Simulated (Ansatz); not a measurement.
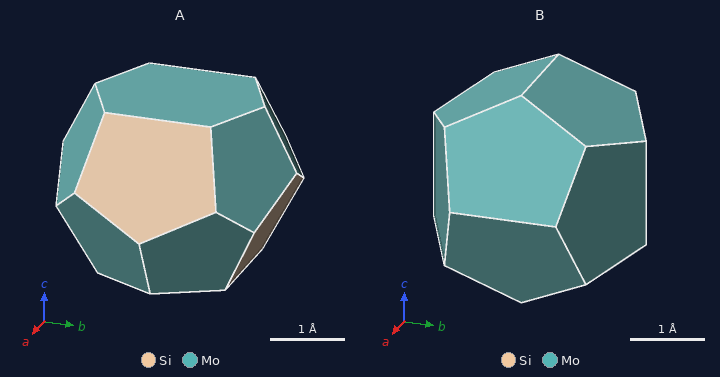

Computed Voronoi cells of the 2 sites of this structure, drawn to one scale and in one orientation; each face has the colour of the neighbour behind it.

SiMo3, space group Pm-3n (No. 223), a = 4.906 Å, b = 4.906 Å, c = 4.906 Å, α = 90.00°, β = 90.00°, γ = 90.00°

| site | Wyckoff | x | y | z |
| --- | --- | --- | --- | --- |
| Si | 2a | 0.5000 | 0.5000 | 0.5000 |
| Mo | 6c | 0.0000 | 0.5000 | 0.2500 |

Source: the geometry relaxed with DFT PBE, scalar-relativistic, plane waves, PAW (Ansatz 0.2.0).

Question: Which cell belongs to which site?

Answer: A is Mo (14 faces above 1 % of the solid angle, 14.9 Å³, mostly facing Mo); B is Si (12 faces above 1 % of the solid angle, 14.4 Å³, facing only Mo).
